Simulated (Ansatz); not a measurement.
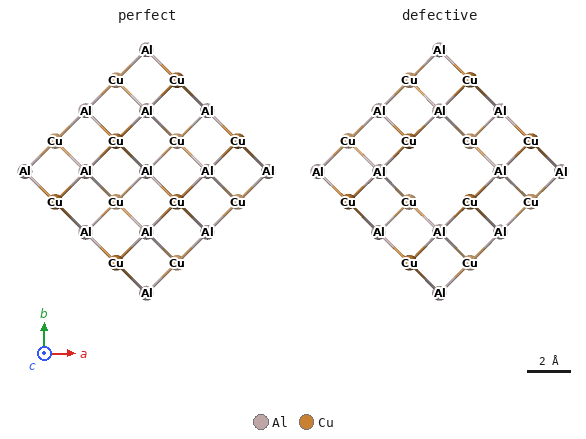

Left: perfect Al₂Cu. Right: the same region with one point defect, after relaxing the atoms in a supercell of 18 sites. The picture is a ball-and-stick view of the atoms within 5.9 Å of one point, in a slice 4.2 Å thick across the line of sight, seen along the c axis.

Method: Ansatz, DFT PBE, scalar-relativistic, plane waves, PAW. (plane-wave cutoff 420 eV; k-point mesh 5 × 4 × 5; occupations gaussian; smearing width 0.1 eV; mesh shifted by (0, 0.5, 0); no spin polarisation) The cell is small and the k-mesh coarse, so the numbers are rough. The axes drawn are those of the host's conventional cell.

**What kind of defect was made?**

An aluminium atom is taken out (a vacancy).

The charge state of the cell is 0.

**What does the relaxation do around it?**

Around the empty Al site the host had 4 Cu at 2.50 Å, 6 Al at 2.89 Å; after relaxation the nearest atoms are 4 Cu at 2.49 to 2.51 Å, 6 Al at 2.85 to 2.88 Å. Of the host's atoms, an aluminium atom moves furthest from its site, by 0.04 Å. Relaxing the atoms from the host's sites lowers the energy by 0.01 eV. At a tolerance of 0.02 Å the relaxed supercell has space group Cm.
